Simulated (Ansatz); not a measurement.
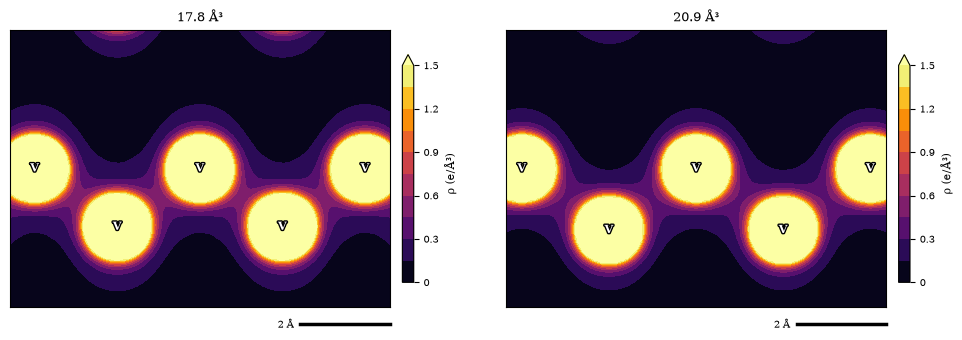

V. The valence electron density of cells scaled evenly to different volumes (given per atom above each panel), on the (011̄) plane of each (indices in the axes of the cell below), at one length scale and on one colour scale.

A generated structure, not necessarily the stable one; computed without spin polarisation.

Level of theory: DFT, revPBE, plane waves (420 eV) with PAW, scalar-relativistic (Ansatz 0.2.0).

In a PAW calculation such maps are meaningful between the atoms, not at the nuclei.

The largest cell:

```
V
1.0
     0.00000    2.75427    2.75427
     2.75427    0.00000    2.75427
     2.75427    2.75427    0.00000
V
2
Direct
  0.12500 0.12500 0.12500
  0.87500 0.87500 0.87500
```

| volume (Å³/atom) | V–V contact in the plane (Å) | ρ at its midpoint (e/Å³) | 
| --- | --- | --- |
| 17.80 | 2.261 | 0.508 | 
| 19.35 | 2.325 | ? | 
| 20.89 | 2.385 | 0.426 | 

What values belong in the row with question marks?

Answer. Over the known rows ln ρ falls by 1.42 per Å of V–V distance (the line through the two), which gives 0.464 e/Å³ at 2.325 Å; the calculation gives 0.463 e/Å³.
